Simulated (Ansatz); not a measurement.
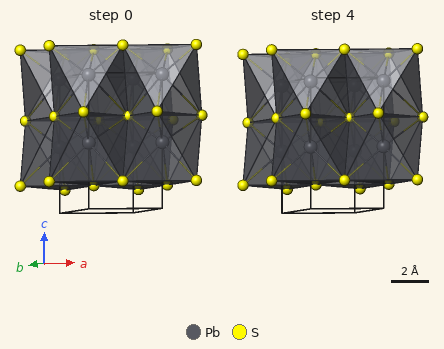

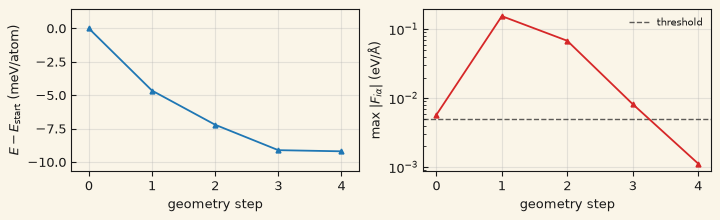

First and last geometry of a relaxation of crystalline PbS (set up in Cmc2_1), with the history of the run. A polyhedral model of the cell of the calculation, seen from a free direction.

Computed with DFT PBEsol, scalar-relativistic, plane waves, PAW (Ansatz).

Input file:
```yaml
crystal:
  lattice:
    - [2.05694184, -3.565829265, 0.0]
    - [2.05694184, 3.565829265, 0.0]
    - [0.0, 0.0, 7.55994474]
  atoms:
    - { symbol: Pb, position: [0.00103166, 0.99896834, 0.48673181] }
    - { symbol: Pb, position: [0.99896834, 0.00103166, 0.98673181] }
    - { symbol: S, position: [0.66714548, 0.33285452, 0.69246819] }
    - { symbol: S, position: [0.33285452, 0.66714548, 0.19246819] }
basis:
  ecutwfc: 420
kpoints:
  mp_grid: { grid: [10, 10, 6] }
hamiltonian:
  xc: pbesol
scf:
  occupations: { method: gaussian, width: 0.02 }
output:
  forces: true
  stress: true
  eigenvalues: true
relax:
  adjacent_minimum: "off"
  f_tol: 0.005
  max_steps: 80
  cell: { stress_tol: 0.05 }
```

Did the run converge, and what did it change?

The run was cut off at its time limit before the program reported convergence, but its last step already meets the force threshold: the largest component is 0.0011 eV/Å against 0.005 eV/Å. The pressure is within 0.02 GPa of its target. The largest moves relative to the cell, 0.097 Å, are those of Pb1, Pb2, S3 and S4. Pb2 goes along −c. Largest moves by element: Pb 0.097 Å, S 0.097 Å. The volume changes by −5.5 %, with a = b 4.117 → 4.076 Å (−1.0 %), c 7.560 → 7.282 Å (−3.7 %). Among the contacts that change: Pb1–S4 3.259 → 3.056 Å, Pb1–S3 2.838 → 2.898 Å. Bond angles that change, for instance: S3–Pb1–S3 92.9° → 89.4°, Pb1–S3–Pb1 92.9° → 89.4°. The space group (tolerance 0.01 Å) goes from Cmc2_1 (No. 36) to P6_3mc (No. 186). After 4 geometry steps the energy has fallen by 9.2 meV per atom. Largest force component: 0.0057 eV/Å at the start, 0.0011 eV/Å at the end. Pressure: −1.76 GPa at the start and −0.02 GPa at the end. The run took of the order of 3 core-minutes on a shared host.
